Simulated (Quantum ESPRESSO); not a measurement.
# Run report: Y, relaxation of cell and atoms (part 3 of 3)

The same run, continued: Y (2 atoms in the cell); Kohn-Sham DFT of a periodic cell, PBE, SSSP 1.3 efficiency PBE, no spin polarisation (Quantum ESPRESSO 7.5); cutoff 857.16 eV, 8×8×5 k-mesh, fermi-dirac of 0.05 eV. The structure derives from an entry of the Crystallography Open Database.

Geometry of the input (Å; fractional positions):
```
3.6474  0.0000  0.0000
-1.8237  3.1587  0.0000
0.0000  0.0000  5.7306
Y  0.6667  0.3333  0.7500
Y  0.3333  0.6667  0.2500
```

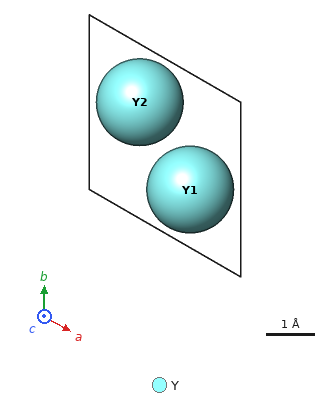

The structure (spheres-only view of the cell of the calculation, along the c axis; atoms are numbered from 1 in the order of the input). An atom can appear more than once, as a periodic image.

Output, continued:
```
     number of k points=    30  Fermi-Dirac smearing, width (Ry)=  0.0037
                       cart. coord. in units 2pi/alat
        k(    1) = (   0.0000000   0.0000000   0.0000000), wk =   0.0062500
        k(    2) = (   0.0000000   0.0000000   0.1442424), wk =   0.0125000
        k(    3) = (   0.0000000   0.0000000   0.2884849), wk =   0.0125000
        k(    4) = (  -0.0000000   0.1668346   0.0000000), wk =   0.0375000
        k(    5) = (  -0.0000000   0.1668346   0.1442424), wk =   0.0750000
        k(    6) = (  -0.0000000   0.1668346   0.2884849), wk =   0.0750000
        k(    7) = (  -0.0000000   0.3336693   0.0000000), wk =   0.0375000
        k(    8) = (  -0.0000000   0.3336693   0.1442424), wk =   0.0750000
        k(    9) = (  -0.0000000   0.3336693   0.2884849), wk =   0.0750000
        k(   10) = (  -0.0000000   0.5005039   0.0000000), wk =   0.0375000
        k(   11) = (  -0.0000000   0.5005039   0.1442424), wk =   0.0750000
        k(   12) = (  -0.0000000   0.5005039   0.2884849), wk =   0.0750000
        k(   13) = (   0.0000000  -0.6673385  -0.0000000), wk =   0.0187500
        k(   14) = (   0.0000000  -0.6673385   0.1442424), wk =   0.0375000
        k(   15) = (   0.0000000  -0.6673385   0.2884849), wk =   0.0375000
        k(   16) = (   0.1444830   0.2502520   0.0000000), wk =   0.0375000
        k(   17) = (   0.1444830   0.2502520   0.1442424), wk =   0.0750000
        k(   18) = (   0.1444830   0.2502520   0.2884849), wk =   0.0750000
        k(   19) = (   0.1444830   0.4170866   0.0000000), wk =   0.0750000
        k(   20) = (   0.1444830   0.4170866   0.1442424), wk =   0.1500000
        k(   21) = (   0.1444830   0.4170866   0.2884849), wk =   0.1500000
        k(   22) = (   0.1444830   0.5839212   0.0000000), wk =   0.0750000
        k(   23) = (   0.1444830   0.5839212   0.1442424), wk =   0.1500000
        k(   24) = (   0.1444830   0.5839212   0.2884849), wk =   0.1500000
        k(   25) = (   0.2889661   0.5005039   0.0000000), wk =   0.0375000
        k(   26) = (   0.2889661   0.5005039   0.1442424), wk =   0.0750000
        k(   27) = (   0.2889661   0.5005039   0.2884849), wk =   0.0750000
        k(   28) = (   0.2889661   0.6673385   0.0000000), wk =   0.0375000
        k(   29) = (   0.2889661   0.6673385   0.1442424), wk =   0.0750000
        k(   30) = (   0.2889661   0.6673385   0.2884849), wk =   0.0750000

     Dense  grid:    56601 G-vectors     FFT dimensions: (  45,  45,  72)

     Smooth grid:    19849 G-vectors     FFT dimensions: (  32,  32,  50)

     Check: negative core charge=   -0.000003

     Initial potential from superposition of free atoms

     starting charge      21.9911, renormalised to      22.0000

     negative rho (up, down):  8.535E-02 0.000E+00
     Starting wfcs are   26 randomized atomic wfcs

     Self-consistent Calculation

     iteration #  1     ecut=    63.00 Ry     beta= 0.50
     Davidson diagonalization with overlap
     c_bands:  1 eigenvalues not converged
     ethr =  1.00E-06,  avg # of iterations = 11.3

     negative rho (up, down):  8.438E-02 0.000E+00

     total energy              =    -174.88184767 Ry
     estimated scf accuracy    <       0.01108658 Ry

     iteration #  2     ecut=    63.00 Ry     beta= 0.50
     Davidson diagonalization with overlap
     ethr =  5.04E-05,  avg # of iterations =  1.8

     negative rho (up, down):  8.428E-02 0.000E+00

     total energy              =    -174.88282092 Ry
     estimated scf accuracy    <       0.00083308 Ry

     iteration #  3     ecut=    63.00 Ry     beta= 0.50
     Davidson diagonalization with overlap
     ethr =  3.79E-06,  avg # of iterations =  2.6

     negative rho (up, down):  8.425E-02 0.000E+00

     total energy              =    -174.88297343 Ry
     estimated scf accuracy    <       0.00005469 Ry

     iteration #  4     ecut=    63.00 Ry     beta= 0.50
     Davidson diagonalization with overlap
     ethr =  2.49E-07,  avg # of iterations =  1.8

     negative rho (up, down):  8.417E-02 0.000E+00

     total energy              =    -174.88297703 Ry
     estimated scf accuracy    <       0.00000081 Ry

     iteration #  5     ecut=    63.00 Ry     beta= 0.50
     Davidson diagonalization with overlap
     ethr =  3.68E-09,  avg # of iterations =  3.4

     negative rho (up, down):  8.415E-02 0.000E+00

     total energy              =    -174.88297737 Ry
     estimated scf accuracy    <       0.00000012 Ry

     iteration #  6     ecut=    63.00 Ry     beta= 0.50
     Davidson diagonalization with overlap
     ethr =  5.40E-10,  avg # of iterations =  2.0

     negative rho (up, down):  8.413E-02 0.000E+00

     total energy              =    -174.88297739 Ry
     estimated scf accuracy    <          8.9E-09 Ry

     iteration #  7     ecut=    63.00 Ry     beta= 0.50
     Davidson diagonalization with overlap
     ethr =  4.03E-11,  avg # of iterations =  2.1

     negative rho (up, down):  8.412E-02 0.000E+00

     total energy              =    -174.88297739 Ry
     estimated scf accuracy    <          9.8E-11 Ry

     iteration #  8     ecut=    63.00 Ry     beta= 0.50
     Davidson diagonalization with overlap
     ethr =  4.46E-13,  avg # of iterations =  3.9

     negative rho (up, down):  8.412E-02 0.000E+00

     total energy              =    -174.88297739 Ry
     estimated scf accuracy    <          2.4E-11 Ry

     iteration #  9     ecut=    63.00 Ry     beta= 0.50
     Davidson diagonalization with overlap
     ethr =  1.10E-13,  avg # of iterations =  1.7

     negative rho (up, down):  8.412E-02 0.000E+00

     End of self-consistent calculation

          k = 0.0000 0.0000 0.0000 (  2503 PWs)   bands (ev):

   -26.7836 -26.4259  -7.7987  -6.1310  -6.1310  -5.8740  -5.8740  -5.8149
    10.3112  12.6602  17.2347  17.2347  17.4518  17.8788  18.1760  18.1760
    19.0427  19.0427

          k = 0.0000 0.0000 0.1442 (  2484 PWs)   bands (ev):

   -26.7507 -26.4614  -7.6287  -6.1069  -6.1069  -6.0291  -5.8990  -5.8990
    10.7114  12.7097  17.0932  17.0932  17.1178  17.2572  17.8734  17.8734
    19.6212  19.6212

          k = 0.0000 0.0000 0.2885 (  2472 PWs)   bands (ev):

   -26.6634 -26.5530  -7.1677  -6.5599  -6.0433  -6.0433  -5.9639  -5.9639
    11.6890  12.5469  16.3803  16.4701  17.0588  17.0588  17.3579  17.3579
    20.8255  20.8255

          k =-0.0000 0.1668 0.0000 (  2493 PWs)   bands (ev):

   -26.7424 -26.4077  -7.7071  -6.3545  -6.2004  -6.1010  -5.9002  -5.8532
    10.8426  13.1419  16.2588  16.8752  17.6398  17.7404  18.1805  18.5008
    18.5492  18.6592

          k =-0.0000 0.1668 0.1442 (  2497 PWs)   bands (ev):

   -26.7116 -26.4409  -7.5595  -6.3219  -6.2307  -6.1724  -5.9363  -5.9296
    11.2065  13.2135  16.1775  16.3516  17.1444  17.4957  17.9048  18.2817
    19.3303  19.4275

          k =-0.0000 0.1668 0.2885 (  2506 PWs)   bands (ev):

   -26.6297 -26.5264  -7.1629  -6.6533  -6.2094  -6.0985  -6.0748  -6.0058
    12.1284  13.0370  15.5975  16.0773  16.7679  17.4025  17.4446  17.7634
    20.6110  20.7415

          k =-0.0000 0.3337 0.0000 (  2499 PWs)   bands (ev):

   -26.6371 -26.3680  -7.4577  -6.8801  -6.6016  -6.3541  -5.9729  -5.9723
    12.0897  13.7783  15.1774  15.5820  17.0401  17.7263  17.8736  19.1869
    19.3684  20.0192

          k =-0.0000 0.3337 0.1442 (  2504 PWs)   bands (ev):

   -26.6120 -26.3943  -7.4150  -6.8117  -6.6743  -6.3190  -6.0166  -6.0106
    12.2775  13.9303  14.8686  15.7157  16.6487  17.7707  17.8306  19.3053
    19.8056  19.9084

          k =-0.0000 0.3337 0.2885 (  2496 PWs)   bands (ev):

   -26.5458 -26.4627  -7.2640  -7.0156  -6.4615  -6.2258  -6.1860  -6.1081
    12.8323  13.6391  14.8981  15.6015  16.5095  17.2041  18.1897  18.7905
    20.6530  20.8613

          k =-0.0000 0.5005 0.0000 (  2483 PWs)   bands (ev):

   -26.5168 -26.3403  -7.3825  -7.1324  -7.0542  -6.4955  -6.1652  -6.0519
    12.9957  13.4466  13.9480  15.9832  17.1257  17.4471  17.6899  21.3098
    21.3418  21.9131

          k =-0.0000 0.5005 0.1442 (  2495 PWs)   bands (ev):

   -26.5001 -26.3574  -7.5175  -7.2094  -6.8418  -6.4549  -6.1477  -6.0962
    12.7533  13.4174  14.5615  15.4179  17.3723  17.4426  17.9628  21.0677
    21.2918  21.5851

          k =-0.0000 0.5005 0.2885 (  2484 PWs)   bands (ev):

   -26.4563 -26.4017  -7.5604  -7.4305  -6.4762  -6.3471  -6.2206  -6.2101
    12.7542  13.2361  14.7448  15.2763  17.4569  17.9736  18.3468  19.6866
    21.5881  21.9000

          k = 0.0000-0.6673-0.0000 (  2490 PWs)   bands (ev):

   -26.4557 -26.3393  -7.5833  -7.2315  -6.9359  -6.5514  -6.3061  -6.0855
    12.9390  13.4566  13.5105  16.4342  16.9128  17.3017  18.1680  22.7633
    23.3127  23.3158

          k = 0.0000-0.6673 0.1442 (  2472 PWs)   bands (ev):

   -26.4446 -26.3504  -7.6696  -7.3713  -6.7439  -6.5090  -6.2450  -6.1322
    12.6891  13.0701  14.6465  15.2670  17.2654  17.8046  18.3523  21.8405
    22.8633  23.2725

          k = 0.0000-0.6673 0.2885 (  2480 PWs)   bands (ev):

   -26.4154 -26.3794  -7.7161  -7.5995  -6.4302  -6.3959  -6.2521  -6.2404
    12.5796  13.0114  14.6374  15.0667  17.9288  18.2884  18.7478  19.8810
    22.8882  22.9912

          k = 0.1445 0.2503 0.0000 (  2479 PWs)   bands (ev):

   -26.6690 -26.3788  -7.5361  -6.6506  -6.5658  -6.2381  -6.0006  -5.9322
    11.7641  13.8799  15.3890  15.6815  17.1427  17.4021  18.5317  18.6689
    18.8237  19.8036

          k = 0.1445 0.2503 0.1442 (  2493 PWs)   bands (ev):

   -26.6421 -26.4074  -7.4463  -6.6330  -6.5757  -6.2774  -6.0344  -5.9723
    12.0361  14.0160  15.1441  15.5347  16.9035  17.4441  18.0088  18.7869
    19.4681  19.9549

          k = 0.1445 0.2503 0.2885 (  2500 PWs)   bands (ev):

   -26.5708 -26.4812  -7.2032  -6.8853  -6.3892  -6.2695  -6.1137  -6.1033
    12.7710  13.7191  14.9559  15.6400  16.3689  17.0492  18.0468  18.4487
    20.4330  21.0440

          k = 0.1445 0.4171 0.0000 (  2488 PWs)   bands (ev):

   -26.5549 -26.3460  -7.2429  -7.1300  -6.9347  -6.4712  -6.1338  -6.0932
    13.0646  14.0447  14.3818  15.2602  16.7736  17.1962  17.9381  19.7525
    20.7019  21.7726

          k = 0.1445 0.4171 0.1442 (  2488 PWs)   bands (ev):

   -26.5353 -26.3662  -7.3775  -7.0854  -6.8018  -6.4834  -6.1881  -6.0619
    13.0247  14.1895  14.3390  15.4336  16.5690  17.4769  17.5838  19.6829
    21.0634  21.2845

          k = 0.1445 0.4171 0.2885 (  2484 PWs)   bands (ev):

   -26.4835 -26.4190  -7.3942  -7.2588  -6.5228  -6.4235  -6.2598  -6.1270
    13.1809  13.6842  14.9466  15.6338  16.3864  16.8736  18.1335  19.1425
    21.3371  21.6193

          k = 0.1445 0.5839 0.0000 (  2472 PWs)   bands (ev):

   -26.4569 -26.3383  -7.4745  -7.1472  -6.9434  -6.6528  -6.2976  -6.2191
    13.4617  13.6037  13.8220  15.9666  16.6686  17.3139  18.0600  21.4917
    22.3116  22.8882

          k = 0.1445 0.5839 0.1442 (  2479 PWs)   bands (ev):

   -26.4455 -26.3496  -7.5612  -7.2935  -6.7984  -6.5653  -6.3228  -6.1708
    13.0245  13.6274  14.6775  15.2844  16.6389  17.6410  18.1496  21.1001
    21.7495  22.7378

          k = 0.1445 0.5839 0.2885 (  2479 PWs)   bands (ev):

   -26.4158 -26.3792  -7.6144  -7.5093  -6.6322  -6.4731  -6.2985  -6.1481
    12.9663  13.4555  14.7922  15.4510  16.6343  17.5760  18.7263  19.6306
    21.7788  22.8696

          k = 0.2890 0.5005 0.0000 (  2478 PWs)   bands (ev):

   -26.4580 -26.3374  -7.2862  -7.1267  -6.9506  -6.7089  -6.4133  -6.2894
    13.7116  14.2691  14.6370  14.8513  16.3787  17.3862  17.8113  20.4881
    22.0266  22.5144

          k = 0.2890 0.5005 0.1442 (  2470 PWs)   bands (ev):

   -26.4465 -26.3489  -7.3374  -7.3153  -6.7956  -6.6879  -6.4356  -6.1811
    13.7108  14.0855  14.6806  15.1668  16.6289  16.8276  17.7659  20.3571
    21.3589  22.7215

          k = 0.2890 0.5005 0.2885 (  2486 PWs)   bands (ev):

   -26.4163 -26.3790  -7.4585  -7.4158  -6.7842  -6.6622  -6.2706  -6.1255
    13.7028  13.7802  15.1293  15.8766  15.9334  16.5669  17.9732  19.0248
    21.7268  23.1544

          k = 0.2890 0.6673 0.0000 (  2468 PWs)   bands (ev):

   -26.4002 -26.3512  -7.3669  -7.0433  -6.9389  -6.7327  -6.5445  -6.4667
    13.4402  14.4730  14.6317  15.4498  16.5010  16.8825  18.3831  21.4851
    22.1548  22.4024

          k = 0.2890 0.6673 0.1442 (  2473 PWs)   bands (ev):

   -26.3953 -26.3557  -7.4033  -7.2072  -7.0469  -6.6333  -6.4808  -6.2936
    13.5367  14.6125  14.7436  15.0311  16.4259  16.8250  18.3698  20.9250
    21.5886  22.4887

          k = 0.2890 0.6673 0.2885 (  2480 PWs)   bands (ev):

   -26.3828 -26.3677  -7.4739  -7.4136  -6.9709  -6.7952  -6.2175  -6.1485
    13.7511  14.2478  14.9999  15.1354  16.2517  16.5865  18.5264  19.2648
    21.8211  22.2254

     the Fermi energy is    15.1950 ev

!    total energy              =    -174.88297739 Ry
     estimated scf accuracy    <          3.4E-12 Ry
     smearing contrib. (-TS)   =      -0.00152706 Ry
     internal energy E=F+TS    =    -174.88145033 Ry

     The total energy is F=E-TS. E is the sum of the following terms:
     one-electron contribution =     -17.58021310 Ry
     hartree contribution      =      19.49090549 Ry
     xc contribution           =     -44.41198561 Ry
     ewald contribution        =    -132.38015711 Ry

     convergence has been achieved in   9 iterations

     negative rho (up, down):  8.412E-02 0.000E+00

     Forces acting on atoms (cartesian axes, Ry/au):

     atom    1 type  1   force =    -0.00000000    0.00000000    0.00000000
     atom    2 type  1   force =    -0.00000000   -0.00000000   -0.00000000

     Total force =     0.000000     Total SCF correction =     0.000000

     Computing stress (Cartesian axis) and pressure

     negative rho (up, down):  8.412E-02 0.000E+00
          total   stress  (Ry/bohr**3)                   (kbar)     P=      300.06
   0.00203976   0.00000000   0.00000000          300.06        0.00        0.00
   0.00000000   0.00203976   0.00000000            0.00      300.06        0.00
  -0.00000000  -0.00000000   0.00203975           -0.00       -0.00      300.06

=------------------------------------------------------------------------------=
   JOB DONE.
=------------------------------------------------------------------------------=
```

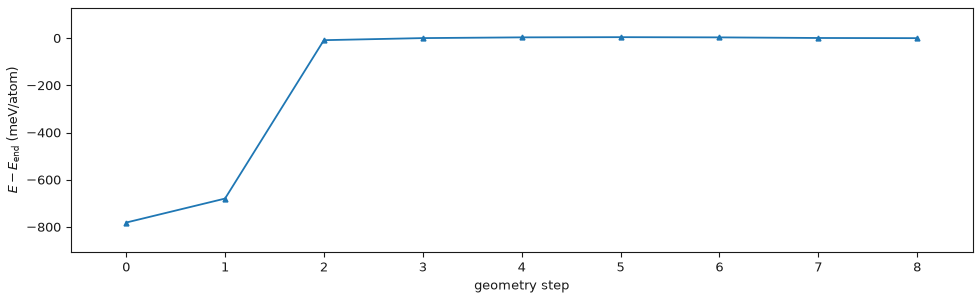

Progress of the relaxation, step by step (steps are counted from 0).

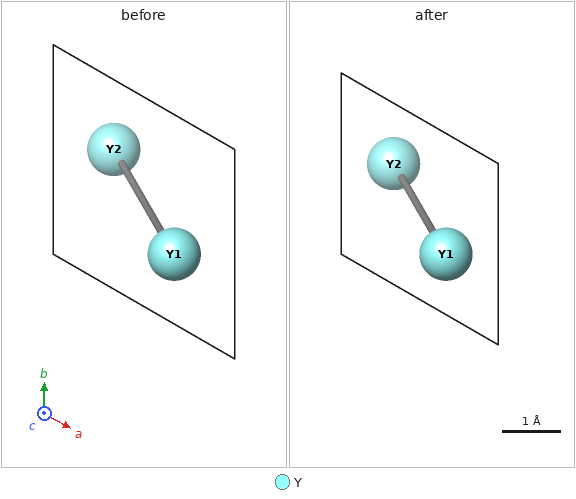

Before (left) and after (right) the relaxation, at one scale (ball-and-stick view of the cell of the calculation, along the c axis). No atom moves by more than 0.005 Å relative to the cell. Cell: a = b 3.647 → 3.156 Å (−13.5 %), c 5.731 → 5.057 Å (−11.7 %). Volume −33.9 %. Among the contacts that change: Y1–Y1 3.647 → 3.156 Å, Y1–Y2 3.556 → 3.117 Å. The space group stays P6_3/mmc (No. 194). The energy rises by 781 meV per atom in 8 geometry steps. All forces vanish by symmetry, so only the cell relaxes. (Atoms are counted from 1 in the order of the input.)

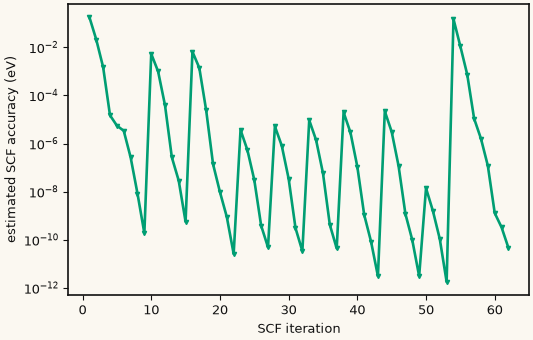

Convergence of the self-consistent field: estimated SCF accuracy against the iteration. The field takes 62 iterations in all.
